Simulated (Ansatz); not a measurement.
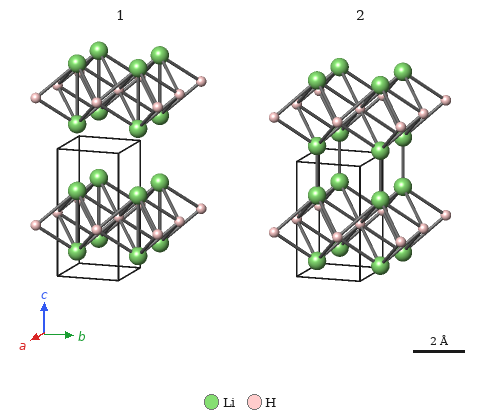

Two geometries of a crystal of Li₂H (a generated structure, set up in P4/mmm) (coarse preliminary run), drawn at one scale. One is the start of a relaxation, the other its converged end. The picture is a ball-and-stick view of the cell of the calculation, repeated 2 × 2 × 2 with one cell outlined, seen slightly off an axis.

These are results of Ansatz 0.2.0, DFT PBE, scalar-relativistic, plane waves, PAW, not measurements. Settings: plane-wave cutoff 420 eV; k-point mesh 6 × 6 × 4; occupations gaussian; smearing width 0.1 eV; no spin polarisation; cell and atoms relaxed; force threshold 0.04 eV/Å; at most 70 steps.

Q: Which geometry has the lower energy?

A: Structure 1 is the relaxed one. The largest moves relative to the cell, 0.24 Å, are those of Li atoms. H stays in place. Cell: a = b 2.661 → 2.562 Å (−3.7 %), c 4.653 → 5.152 Å (+10.7 %). Volume +2.6 %. Among the contacts that change: Li–Li 1.998 → 2.701 Å, Li–Li 2.655 → 2.451 Å, H–Li 2.303 → 2.187 Å. Bonds break: Li–Li (2.00 → 2.70 Å). The space group stays P4/mmm (No. 123). Over 4 accepted moves (5 points after the start) the energy falls by 199 meV per atom. Largest force component: 2.1 eV/Å at the start, 0.0093 eV/Å at the end. Pressure: 1.56 GPa at the start and 0.04 GPa at the end. The SCF was repeated once at an unchanged geometry on a basis and grid sized afresh for the cell, which shifted the energy by 0.3 meV per atom at most. The run took 1.8 s on 1 thread of AMD EPYC 9R45 96-Core Processor (Zen 5) (shared host), peak memory 0.34 GiB.

Limits of the set-up: the k-point mesh is coarse for a cell with partly filled bands.
